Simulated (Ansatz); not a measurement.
# Geometry relaxation, with input and output: TiSi$_{6}$ (part 1 of 3)

System: TiSi$_{6}$ (slab, 7 atoms in the cell).
Method: DFT PBEsol, scalar-relativistic, plane waves, PAW, spin-polarised (Ansatz 0.2.0).

The structure derives from an entry of the Crystallography Open Database. The input holds or restrains some coordinates. Forces given for the steps count only the free coordinates. It belongs to a series of runs on one base structure; here: Ti put at a top Si site. Figures and captions count atoms from 1; the log counts them from 0 in places.

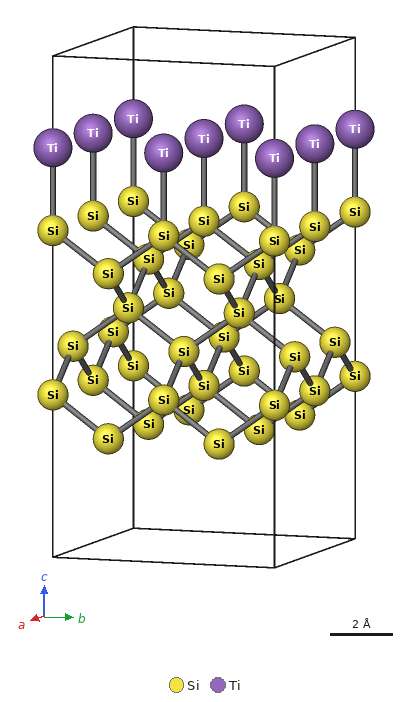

Figure 1. The input geometry (ball-and-stick view of the 2 × 2 repeat of the cell, with the vacuum cut short, seen slightly off an axis). An atom can appear more than once, as a periodic image.

Input file:
```yaml
crystal:
  lattice:
    - [3.8417168286, 0.0, 0.0]
    - [0.0, 3.8417168286, 0.0]
    - [0.0, 0.0, 25.7912600522]
  atoms:
    - { symbol: Si, position: [0.0, 0.5, 0.3295690084] }
    - { symbol: Si, position: [0.0, 0.0, 0.3822322752] }
    - { symbol: Si, position: [0.5, 0.0, 0.4348955421] }
    - { symbol: Si, position: [0.5, 0.5, 0.4872505127] }
    - { symbol: Si, position: [0.0, 0.5, 0.5400001606] }
    - { symbol: Si, position: [0.0, 0.0, 0.5916358895] }
    - { symbol: Ti, position: [0.0, 0.0, 0.6970979721], spin: 2.0 }
basis:
  ecutwfc: 420
kpoints:
  mp_grid: { grid: [8, 8, 1] }
hamiltonian:
  xc: pbesol
scf:
  occupations: { method: gaussian, width: 0.05 }
output:
  forces: true
  eigenvalues: true
  populations: true
  write_density: true
  write_potential: true
  elf: true
  volumetric_format: npy
magnetization:
  spin_polarized: true
relax:
  adjacent_minimum: "off"
  f_tol: 0.03
  max_steps: 70
  constraints: [{ sites: [0, 1, 2] }]
efield:
  axis: 3
  dipole_correction: true
  ramp_width: 0.04
```

Machine: 2 threads of Intel Xeon (Granite Rapids), 192 GiB of memory available, shared host.

Launch command:
```bash
ansatz run input.yaml --threads 2 --pin off --max-ram 5120MiB --backend cpu --events-out ev --progress --plain --runs-dir out
```

Log:
```
Engine: ansatz 0.2.0, x86_64-unknown-linux-gnu
Pseudopotentials: kind: paw
Pseudopotential: Si, paw, valence charge 4, recommended cutoff 420 eV (normal), Si.paw.azcp
Pseudopotential: Ti, paw, valence charge 12, recommended cutoff 420 eV (normal), Ti.paw.azcp
Functional definition: PBEsol
  exchange = pbesol_x
  correlation = pbesol_c
Crystal: 7 atoms, lattice volume = 380.648 Å³
Basis set: ecut = 420 eV, 7511 PW (Γ), exchange–correlation on 54×54×360 points (8 copies of the dense FFT grid, shifted against one another)
Bands: 26, of which v1, the nominal top of the filled ones, is band 18 counted from 1 (17 counted from 0)
Symmetry: 4 space group operations
k-points: 25 of 64
Non-local potential: Si, projectors of the file, l = 0: 2, l = 1: 2, l = 2: 2
Non-local potential: Ti, projectors of the file, l = 0: 3, l = 1: 2, l = 2: 3, l = 3: 1
PAW form: soft (Blöchl's): semilocal exchange-correlation on the pseudo side does not see the compensation charge
PAW frozen core: Si, regenerated for the run's functional, and the local potential with it (the file was generated under x = pbe(κ = 0.804, μ = 0.2195149727645171), c = pbe(β = 0.06672455060314922))
PAW frozen core: Ti, regenerated for the run's functional, and the local potential with it (the file was generated under x = pbe(κ = 0.804, μ = 0.2195149727645171), c = pbe(β = 0.06672455060314922))
PAW one-centre angular grid: Si, 110 points (default); XC on 64 Gauss nodes
PAW one-centre angular grid: Ti, 590 points (default); XC on 64 Gauss nodes
Initial density: superposition of atomic densities (neutral atoms: chi_scale 0, normalization atom)
Starting moments: Σ|m| = 2 μB on 1 of 7 sites
Initial wavefunctions: pseudopotential atomic-orbital guess
Functional: x = pbesol(κ = 0.804, μ = 0.12345679012345678), c = pbesol(β = 0.046)
SCF iter   1: F=—  HF=-6198.086545 eV  |F-HF|=—  |Δ(HF+E_count)|=         —  Δρ=1.66e-2 (↑1.66e-2 ↓1.36e-2)  dr2=2.73e1  dr2_m=9.63e-2  M=1.806 μB ∫|m|=2.079 μB  β_m=1.00  ethr=3.10e-3  p=0.000 e·Å  D=1.19e-6 V/Å  ΔV_dip=-0.00 eV  dr2_dipole=1.38e1  V_vac-E_F(+/−)=5.86/5.86 eV  ⟨swp⟩=9.6  Hψ=8404  notcnv=0
Mixer restart at iter 1: flushing history
efield: sawtooth ramp at fractional position 0.9933 (placed from the atoms, in the widest stretch of the axis that holds none; the zero of the levels goes with the place), width 0.0400; the density the first Hamiltonian is built on has a dipole p = 0.000 e·Å; the dipole correction subtracts the counter field D = 1.19e-6 V/Å, which shifts the + side's vacuum level by -0.00 eV against the − side's; the planar-averaged density in the ramp window peaks in size at 1.4e-6 e/Å³
preconditioner: auto → LDOS  [metal: Δε(μ)=0.031 eV  Ē_g=6.211 eV  σ=0.050 eV  W_gap=0.33  n_scr=42 (ndim 8)  ℏωp=10.1 eV  f_vac=0.461  D(μ)=4.68/eV (n_scr^D=12)]
spin=Collinear: LDOS preconditioning applied to the charge; magnetization (m = ρ↑ − ρ↓) channel mixes plain (no charge-response kernel on spin).
SCF iter   2: F=—  HF=-6196.967440 eV  |F-HF|=—  |Δ(HF+E_count)|=    1.12e0  Δρ=1.02e-2 (↑9.71e-3 ↓1.02e-2)  dr2=1.06e1  dr2_m=5.58e-3  M=1.925 μB ∫|m|=2.240 μB  β_m=0.52  ethr=3.10e-3  p=0.062 e·Å  D=2.96e-2 V/Å  ΔV_dip=-0.76 eV  dr2_dipole=5.08e0  V_vac-E_F(+/−)=5.09/5.85 eV  ⟨swp⟩=2.5  Hψ=2113  notcnv=0  defer=85
density mixer auto → msr1: a metal under ldos (density of states about μ 1.30 of a free-electron gas's, 42 screened modes)
SCF iter   3: F=—  HF=-6196.342610 eV  |F-HF|=—  |Δ(HF+E_count)|=   6.25e-1  Δρ=7.23e-3 (↑7.23e-3 ↓5.44e-3)  dr2=4.54e0  dr2_m=1.12e-1  M=2.258 μB ∫|m|=2.578 μB  β_m=0.67  ethr=3.10e-3  p=0.188 e·Å  D=8.95e-2 V/Å  ΔV_dip=-2.31 eV  dr2_dipole=3.25e0  V_vac-E_F(+/−)=3.33/5.64 eV  ⟨swp⟩=4.1  Hψ=2915  notcnv=0  defer=101
SCF iter   4: F=—  HF=-6196.332471 eV  |F-HF|=—  |Δ(HF+E_count)|=   1.01e-2  Δρ=3.16e-3 (↑3.16e-3 ↓2.84e-3)  dr2=7.48e-2  dr2_m=2.86e-2  M=2.409 μB ∫|m|=2.632 μB  β_m=0.75  ethr=3.10e-3  p=0.145 e·Å  D=6.88e-2 V/Å  ΔV_dip=-1.77 eV  dr2_dipole=1.15e-2  V_vac-E_F(+/−)=3.81/5.59 eV  ⟨swp⟩=2.2  Hψ=1853  notcnv=0  defer=83
SCF iter   5: F=—  HF=-6196.369553 eV  |F-HF|=—  |Δ(HF+E_count)|=         —  Δρ=2.08e-3 (↑2.08e-3 ↓1.76e-3)  dr2=3.86e-2  dr2_m=1.13e-2  M=2.611 μB ∫|m|=2.770 μB  β_m=0.75  ethr=2.08e-4  p=0.143 e·Å  D=6.81e-2 V/Å  ΔV_dip=-1.76 eV  dr2_dipole=1.60e-2  V_vac-E_F(+/−)=3.77/5.53 eV  ⟨swp⟩=2.9  Hψ=1963  notcnv=0  defer=93
SCF iter   6: F=—  HF=-6196.374952 eV  |F-HF|=—  |Δ(HF+E_count)|=   5.40e-3  Δρ=7.40e-4 (↑5.77e-4 ↓7.40e-4)  dr2=9.90e-2  dr2_m=5.78e-4  M=2.674 μB ∫|m|=2.808 μB  β_m=0.86  ethr=1.07e-4  p=0.144 e·Å  D=6.86e-2 V/Å  ΔV_dip=-1.77 eV  dr2_dipole=6.53e-2  V_vac-E_F(+/−)=3.73/5.50 eV  ⟨swp⟩=2.0  Hψ=1577  notcnv=0  defer=93  recentre
SCF iter   7: F=—  HF=-6196.374063 eV  |F-HF|=—  |Δ(HF+E_count)|=   8.89e-4  Δρ=9.22e-4 (↑9.22e-4 ↓5.28e-4)  dr2=1.18e-2  dr2_m=1.63e-3  M=2.739 μB ∫|m|=2.870 μB  β_m=0.76  ethr=1.07e-4  p=0.151 e·Å  D=7.19e-2 V/Å  ΔV_dip=-1.85 eV  dr2_dipole=7.06e-3  V_vac-E_F(+/−)=3.63/5.48 eV  ⟨swp⟩=2.0  Hψ=1508  notcnv=0  defer=93
SCF iter   8: F=—  HF=-6196.374498 eV  |F-HF|=—  |Δ(HF+E_count)|=   4.35e-4  Δρ=1.50e-4 (↑1.50e-4 ↓1.22e-4)  dr2=4.17e-4  dr2_m=5.29e-5  M=2.783 μB ∫|m|=2.908 μB  β_m=0.85  ethr=3.27e-5  p=0.156 e·Å  D=7.42e-2 V/Å  ΔV_dip=-1.91 eV  dr2_dipole=3.23e-4  V_vac-E_F(+/−)=3.55/5.47 eV  ⟨swp⟩=2.0  Hψ=1797  notcnv=0  defer=92
SCF iter   9: F=—  HF=-6196.374857 eV  |F-HF|=—  |Δ(HF+E_count)|=   3.60e-4  Δρ=9.13e-5 (↑9.13e-5 ↓5.74e-5)  dr2=2.56e-4  dr2_m=1.50e-5  M=2.809 μB ∫|m|=2.932 μB  β_m=0.87  ethr=1.16e-6  p=0.157 e·Å  D=7.47e-2 V/Å  ΔV_dip=-1.93 eV  dr2_dipole=1.97e-4  V_vac-E_F(+/−)=3.54/5.47 eV  ⟨swp⟩=2.4  Hψ=2139  notcnv=0  defer=92
SCF iter  10: F=—  HF=-6196.374943 eV  |F-HF|=—  |Δ(HF+E_count)|=   8.54e-5  Δρ=5.35e-5 (↑5.35e-5 ↓3.14e-5)  dr2=5.90e-5  dr2_m=5.62e-6  M=2.823 μB ∫|m|=2.945 μB  β_m=0.94  ethr=7.12e-7  p=0.157 e·Å  D=7.48e-2 V/Å  ΔV_dip=-1.93 eV  dr2_dipole=4.18e-5  V_vac-E_F(+/−)=3.53/5.46 eV  ⟨swp⟩=2.4  Hψ=1782  notcnv=0  defer=92
SCF iter  11: F=—  HF=-6196.374978 eV  |F-HF|=—  |Δ(HF+E_count)|=         —  Δρ=5.04e-5 (↑5.04e-5 ↓1.64e-5)  dr2=6.77e-5  dr2_m=2.69e-6  M=2.834 μB ∫|m|=2.956 μB  β_m=0.94  ethr=1.64e-7  p=0.158 e·Å  D=7.50e-2 V/Å  ΔV_dip=-1.93 eV  dr2_dipole=3.58e-5  V_vac-E_F(+/−)=3.53/5.46 eV  ⟨swp⟩=2.1  Hψ=1909  notcnv=0  defer=92
SCF iter  12: F=-6196.374970 eV  HF=-6196.374983 eV  |F-HF|=1.31e-5  |Δ(HF+E_count)|=   5.25e-6  Δρ=1.98e-5 (↑1.98e-5 ↓7.03e-6)  dr2=1.08e-5  dr2_m=4.39e-7  M=2.839 μB ∫|m|=2.961 μB  ethr=6.25e-8  p=0.158 e·Å  D=7.50e-2 V/Å  ΔV_dip=-1.93 eV  dr2_dipole=4.08e-6  V_vac-E_F(+/−)=3.53/5.46 eV  ⟨swp⟩=21.0  Hψ=13380  notcnv=0
SCF 1 converged in 12 iterations: F = -6196.374970 eV  dr2 = 1.08e-5
  greatest PAW one-centre occupation: 0.999 electrons in one spin orbital (limit 2), on the Ti atom at site 6 (counted from 0), in its partial waves of l = 0
relax step   1: F+E_penalty+E_count = -6196.37497012 eV  Δ(F+E_penalty+E_count) = +0.000e0 eV  max|allowed force component| = 1.171e0 eV/Å  Δτ_max = 0.0000 Å  (12 SCF iters, dr2 threshold 2.25e-5 eV, accepted)
Initial density: handed on by an earlier stage of this run
Starting moments: Σ|m| = 2 μB on 1 of 7 sites; this step starts from the density that it was given
Initial wavefunctions: those handed on with the density
iter 1 solved again at ethr=6.30e-4 eV; its pass at ethr=3.10e-3 eV (dr2=2.27e-1 eV) is discarded
SCF iter   1: F=—  HF=-6196.534037 eV  |F-HF|=—  |Δ(HF+E_count)|=         —  Δρ=4.61e-3 (↑4.61e-3 ↓3.40e-3)  dr2=2.24e-1  dr2_m=4.17e-2  M=2.549 μB ∫|m|=2.760 μB  β_m=1.00  ethr=6.30e-4  p=0.158 e·Å  D=7.50e-2 V/Å  ΔV_dip=-1.93 eV  dr2_dipole=1.13e-3  V_vac-E_F(+/−)=3.57/5.51 eV  ⟨swp⟩=1.1  Hψ=5346  notcnv=0  defer=64
efield: sawtooth ramp at fractional position 0.9933 (handed on by an earlier solve), width 0.0400; the density the first Hamiltonian is built on has a dipole p = 0.158 e·Å; the dipole correction subtracts the counter field D = 7.50e-2 V/Å, which shifts the + side's vacuum level by -1.93 eV against the − side's; the planar-averaged density in the ramp window peaks in size at 1.6e-6 e/Å³
preconditioner: auto → LDOS  [metal: Δε(μ)=0.004 eV  Ē_g=5.627 eV  σ=0.050 eV  W_gap=0.05  n_scr=42 (ndim 8)  ℏωp=10.1 eV  f_vac=0.475  D(μ)=6.77/eV (n_scr^D=42)]
spin=Collinear: LDOS preconditioning applied to the charge; magnetization (m = ρ↑ − ρ↓) channel mixes plain (no charge-response kernel on spin).
SCF iter   2: F=—  HF=-6196.544665 eV  |F-HF|=—  |Δ(HF+E_count)|=   1.06e-2  Δρ=1.61e-3 (↑1.61e-3 ↓1.43e-3)  dr2=1.18e-1  dr2_m=3.48e-4  M=2.480 μB ∫|m|=2.722 μB  β_m=0.35  ethr=6.23e-4  p=0.161 e·Å  D=7.64e-2 V/Å  ΔV_dip=-1.97 eV  dr2_dipole=1.66e-3  V_vac-E_F(+/−)=3.54/5.50 eV  ⟨swp⟩=2.1  Hψ=1582  notcnv=0  defer=83
density mixer auto → msr1: a metal under ldos (density of states about μ 1.37 of a free-electron gas's, 42 screened modes)
SCF iter   3: F=—  HF=-6196.526524 eV  |F-HF|=—  |Δ(HF+E_count)|=   1.81e-2  Δρ=1.65e-3 (↑1.30e-3 ↓1.65e-3)  dr2=2.62e-2  dr2_m=6.12e-3  M=2.469 μB ∫|m|=2.724 μB  β_m=0.64  ethr=3.27e-4  p=0.164 e·Å  D=7.78e-2 V/Å  ΔV_dip=-2.01 eV  dr2_dipole=2.21e-3  V_vac-E_F(+/−)=3.49/5.49 eV  ⟨swp⟩=2.3  Hψ=1670  notcnv=0  defer=92
SCF iter   4: F=—  HF=-6196.534093 eV  |F-HF|=—  |Δ(HF+E_count)|=   7.57e-3  Δρ=2.67e-4 (↑2.67e-4 ↓2.55e-4)  dr2=4.42e-4  dr2_m=1.95e-4  M=2.556 μB ∫|m|=2.777 μB  β_m=0.77  ethr=7.28e-5  p=0.163 e·Å  D=7.75e-2 V/Å  ΔV_dip=-2.00 eV  dr2_dipole=3.66e-5  V_vac-E_F(+/−)=3.47/5.47 eV  ⟨swp⟩=2.1  Hψ=1808  notcnv=0  defer=95
SCF iter   5: F=—  HF=-6196.534396 eV  |F-HF|=—  |Δ(HF+E_count)|=   3.02e-4  Δρ=1.45e-4 (↑1.45e-4 ↓1.04e-4)  dr2=7.49e-5  dr2_m=4.55e-5  M=2.568 μB ∫|m|=2.785 μB  β_m=0.84  ethr=1.23e-6  p=0.162 e·Å  D=7.69e-2 V/Å  ΔV_dip=-1.98 eV  dr2_dipole=2.70e-7  V_vac-E_F(+/−)=3.48/5.47 eV  ⟨swp⟩=2.1  Hψ=2040  notcnv=0  defer=95
SCF iter   6: F=—  HF=-6196.534462 eV  |F-HF|=—  |Δ(HF+E_count)|=   6.58e-5  Δρ=3.61e-5 (↑3.61e-5 ↓3.04e-5)  dr2=1.08e-5  dr2_m=2.38e-6  M=2.577 μB ∫|m|=2.790 μB  β_m=0.84  ethr=2.08e-7  p=0.161 e·Å  D=7.65e-2 V/Å  ΔV_dip=-1.97 eV  dr2_dipole=2.85e-6  V_vac-E_F(+/−)=3.49/5.47 eV  ⟨swp⟩=2.2  Hψ=2199  notcnv=0  defer=95
SCF iter   7: F=-6196.534461 eV  HF=-6196.534469 eV  |F-HF|=7.95e-6  |Δ(HF+E_count)|=   7.74e-6  Δρ=2.90e-5 (↑2.90e-5 ↓1.29e-5)  dr2=7.81e-6  dr2_m=1.20e-6  M=2.583 μB ∫|m|=2.794 μB  ethr=3.00e-8  p=0.161 e·Å  D=7.64e-2 V/Å  ΔV_dip=-1.97 eV  dr2_dipole=2.83e-6  V_vac-E_F(+/−)=3.49/5.46 eV  ⟨swp⟩=18.0  Hψ=12840  notcnv=0
SCF 2 converged in 7 iterations: F = -6196.534461 eV  dr2 = 7.81e-6
relax step   2: F+E_penalty+E_count = -6196.53446148 eV  Δ(F+E_penalty+E_count) = -1.595e-1 eV  max|allowed force component| = 6.512e-1 eV/Å  Δτ_max = 0.1486 Å  (7 SCF iters, dr2 threshold 8.57e-5 eV, accepted)
iter 1 solved again at ethr=8.25e-4 eV; its pass at ethr=3.10e-3 eV (dr2=2.97e-1 eV) is discarded
```
